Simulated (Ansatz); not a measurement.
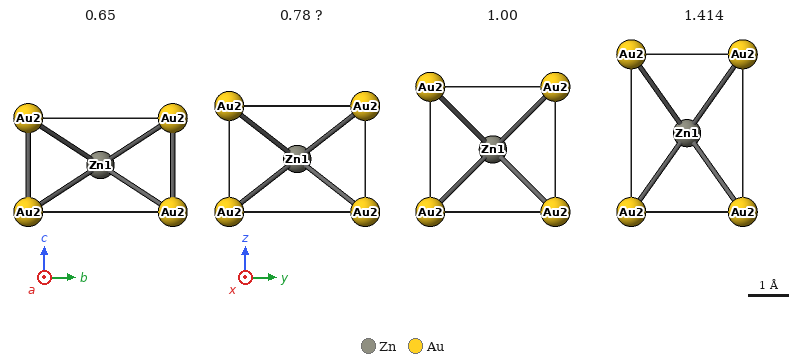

Crystalline ZnAu (Pm-3m): the ratio of the cell's length along z to its lengths across, counted as 1 for the reference, is changed at fixed volume (a tetragonal or Bain path), with the atoms kept at their fractional coordinates. x, y and z are the Cartesian axes of the input. The picture is a ball-and-stick view of the cell of the calculation, seen along the a axis.

Computed with Ansatz 0.2.0, DFT PBEsol, scalar-relativistic, plane waves, PAW. Set-up: plane-wave cutoff 420 eV; k-point mesh 16 × 16 × 16; occupations gaussian; smearing width 0.15 eV; no spin polarisation. Energies (free energies at the smearing named) are counted from the cell as listed in its source, which wasn't relaxed.

```
axial ratio over its reference value  energy change (meV/atom)
                               0.650                       505
                               0.707                       202
                               0.780                         ?
                               0.850                        16
                               0.920                         3
                               1.000                         0
                               1.100                         3
                               1.200                         8
                               1.300                        22
                               1.414                        45
```

> Estimate the missing energy from the other rows, and compare with the calculation.

A straight line between the two neighbours gives 107 meV/atom. A cubic through the four nearest rows (0.650, 0.707, 0.850, 0.920) gives, with Lagrange weights, (−0.2324)(505) + (0.7338)(202) + (0.6636)(16) + (−0.1650)(3) = 41 meV/atom. The calculation gives 58 meV/atom, so the cubic is 17 meV/atom too low and the straight line 49 meV/atom too high, as the curve bends upwards here.

The whole profile:

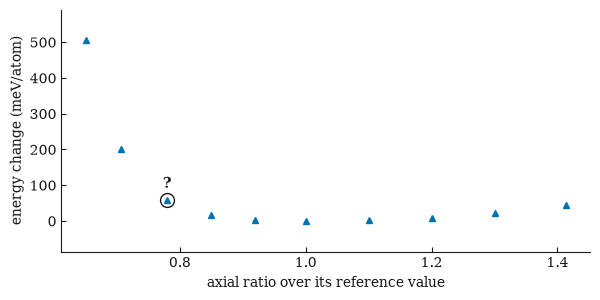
